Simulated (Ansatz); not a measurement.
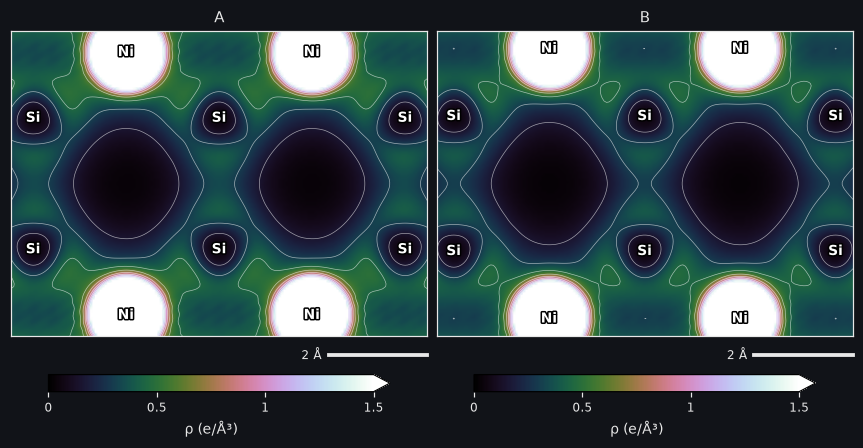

Si$_{2}$Ni. The valence pseudo-density of two cells that differ in size, on the (011̄) plane of each (indices in the axes of the calculation cell), at one length scale and on one colour scale; one has 12.6 and the other 13.7 Å³ an atom.

These are results of Kohn-Sham DFT of a periodic cell, PBE, Ansatz PAW in Ansatz, not measurements.

The density is the valence pseudo-density of a PAW calculation; it isn't the true density close to the nuclei.

The larger cell:

```
Ni Si
1.0
     0.00000    2.73857    2.73857
     2.73857    0.00000    2.73857
     2.73857    2.73857    0.00000
Ni Si
1 2
Direct
  0.00000 0.00000 0.00000
  0.75000 0.75000 0.75000
  0.25000 0.25000 0.25000
```

The smaller cell: a = 3.771 Å, b = 3.771 Å, c = 3.771 Å, α = 60.00°, β = 60.00°, γ = 60.00°.

Which panel shows the smaller cell, and what does the compression change?

Answer. Panel A is the smaller cell, by 8 % in volume. From the larger cell to the smaller, Si–Ni goes from 2.37 to 2.31 Å, and the density at its midpoint from 0.45 to 0.5 e/Å³; the pressure goes from −2.0 to 11 GPa.
